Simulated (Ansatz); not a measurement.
AlAs: several calculations on one system

**1. One mode**

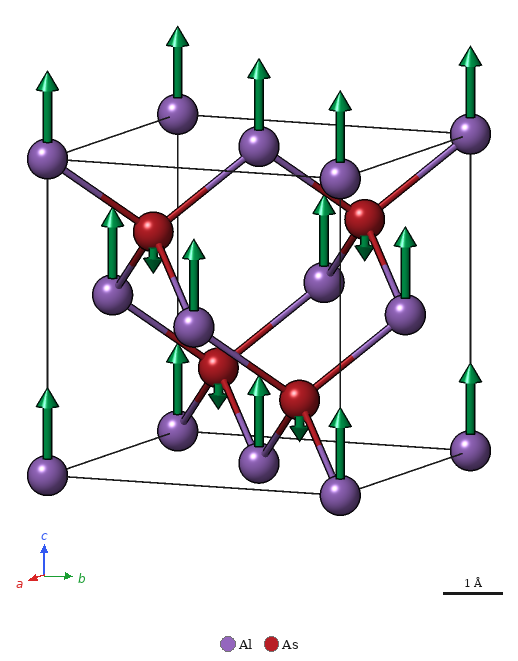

One vibrational mode of solid AlAs relaxed at 12 GPa at the zone centre. The green arrows are the displacements of the atoms (eigenvector over the root of the mass), of arbitrary overall length and sign. A ball-and-stick model of the conventional cell (4 times the calculation's cell), seen slightly off an axis. Lengths and directions refer to the drawn axes.

The calculation used DFT PBE, scalar-relativistic, plane waves, PAW in Ansatz. (plane-wave cutoff 420 eV; k-point mesh 8 × 8 × 8; occupations fixed; target pressure 12 GPa; no spin polarisation)

Frequencies are those without the non-analytic (LO–TO) term.

> What mode is this, and where does it lie in the spectrum?

This is the T₂ mode (triply degenerate; one member of the set is drawn) at 402 cm⁻¹, the only optical level, infrared- and Raman-active by symmetry. The Al sublattice moves against the As sublattice, along c; the kinetic energy is shared as Al 74 %, As 26 %. Its infrared intensity is 15 (D/Å)²/amu for the set. The value is the transverse one; the longitudinal partner lies at 437 cm⁻¹.

**2. Softest mode**

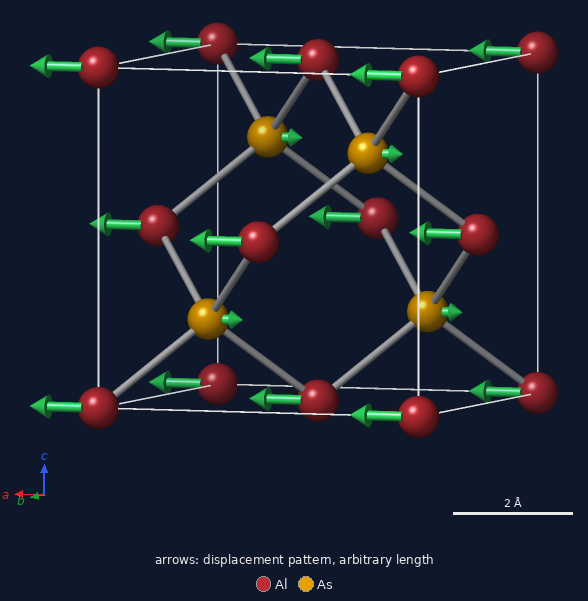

The lowest optical mode of solid AlAs relaxed at −1 GPa, space group F-43m (No. 216), at the zone centre. Displacements are drawn as green arrows; their common scale and sign are arbitrary. The picture is a ball-and-stick view of the conventional cell (4 times the calculation's cell), seen from a free direction. Lengths and directions refer to the drawn axes.

Level of theory: DFT PBE, scalar-relativistic, plane waves, PAW in Ansatz.

Input
```yaml
crystal:
  lattice:
    - [0.0, 2.8788106819, 2.8788106819]
    - [2.8788106819, 0.0, 2.8788106819]
    - [2.8788106819, 2.8788106819, 0.0]
  atoms:
    - { symbol: Al, position: [0.0, 0.0, 0.0] }
    - { symbol: As, position: [0.75, 0.75, 0.75] }
basis:
  ecutwfc: 420
kpoints:
  mp_grid: { grid: [8, 8, 8] }
hamiltonian:
  xc: pbe
scf:
  occupations: { method: fixed }
output:
  eigenvalues: true
phonons:
  method: dfpt
  dielectric: true
  rigid_motions: translations
  eigenvectors: true
```

Launched with:
```bash
ansatz run input.yaml --threads 1 --pin off --max-ram 3072MiB --backend cpu --events-out ev --progress --plain --runs-dir out
```

Frequencies are those without the non-analytic (LO–TO) term.

### Is this crystal at a minimum with respect to the drawn distortion?

Yes: this softest mode has a real frequency, and so have all others here. That speaks for this wave vector alone: the rest of the zone wasn't checked in this run. This is the T₂ mode (triply degenerate; one member of the set is drawn) at 42.1 meV, the only optical level, infrared- and Raman-active by symmetry. The Al sublattice moves against the As sublattice, along a; the kinetic energy is shared as Al 74 %, As 26 %. Its infrared intensity is 16 (D/Å)²/amu for the set. The value is the transverse one; the longitudinal partner lies at 375 cm⁻¹.

**3. Softest mode**

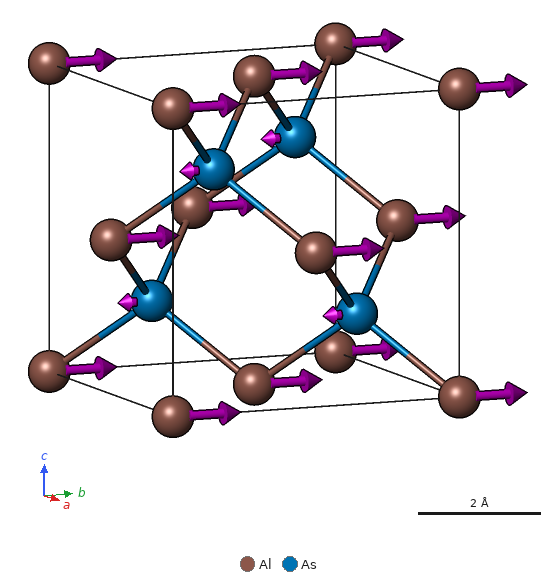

The lowest optical mode of a crystal of AlAs relaxed at 40 GPa, space group F-43m (No. 216), at the zone centre. Displacements are drawn as purple arrows; their common scale and sign are arbitrary. The picture is a ball-and-stick view of the conventional cell (4 times the calculation's cell), seen slightly off an axis. Lengths and directions refer to the drawn axes.

Theory: DFT PBEsol, scalar-relativistic, plane waves, PAW in Ansatz 0.2.0. (plane-wave cutoff 420 eV; k-point mesh 10 × 10 × 10; occupations fixed; target pressure 40 GPa; no spin polarisation)

Frequencies are those without the non-analytic (LO–TO) term.

**Is the structure stable against all modes at this point?**

Yes: this softest mode has a real frequency, and so have all others here. That speaks for this wave vector alone: the rest of the zone wasn't checked in this run. This is the T₂ mode (triply degenerate; one member of the set is drawn) at 61.2 meV, the only optical level, infrared- and Raman-active by symmetry. The Al sublattice moves against the As sublattice, along b; the kinetic energy is shared as Al 74 %, As 26 %. Its infrared intensity is 14 (D/Å)²/amu for the set. The value is the transverse one; the longitudinal partner lies at 525 cm⁻¹.
